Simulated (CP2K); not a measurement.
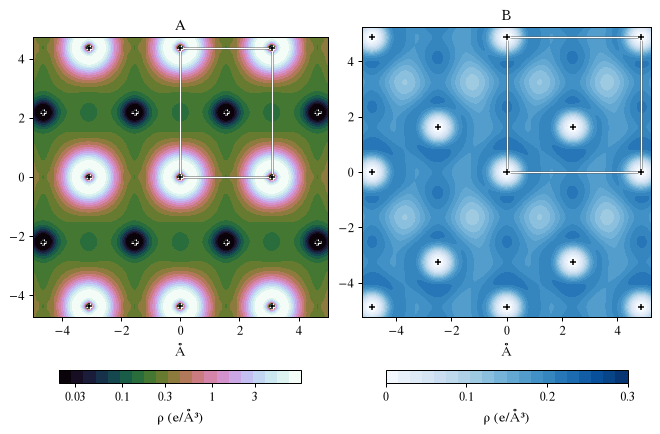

The valence pseudo-density of 2 systems, each on a plane through atoms (crosses mark nuclei in the plane).

Level of theory: Kohn-Sham DFT of a periodic cell, PBEsol, GTH-PBE with UZH-TZVP basis in CP2K.

System 1: Al, the (110) plane of the conventional cell. Space group P-1; a structure from a database of computed crystals, not necessarily the ambient phase; changed on purpose from its base cell (atoms moved at random by about 0.05 A).

System 2: AlPt, the (101̄) plane of the conventional cell. Space group Pm-3m; a structure from a database of computed crystals, not necessarily the ambient phase; computed pressure about −5 GPa in this cell.

```xyz
2
Lattice="3.0915 0.0000 0.0000 0.0000 3.0915 0.0000 0.0000 0.0000 3.0915" Properties=species:S:1:pos:R:3 pbc="T T T"
Pt    1.5458    1.5458    1.5458
Al    0.0000    0.0000    0.0000
```

Match each panel to its system.

Panel A is system 2, AlPt: the plane holds Pt and Al. Al–Pt (2.68 Å): ρ at the midpoint is about 0.35 e/Å³. Panel B is system 1, Al: the plane holds Al. Al–Al (2.89 Å): the density is about 0.19 e/Å³ at the midpoint.
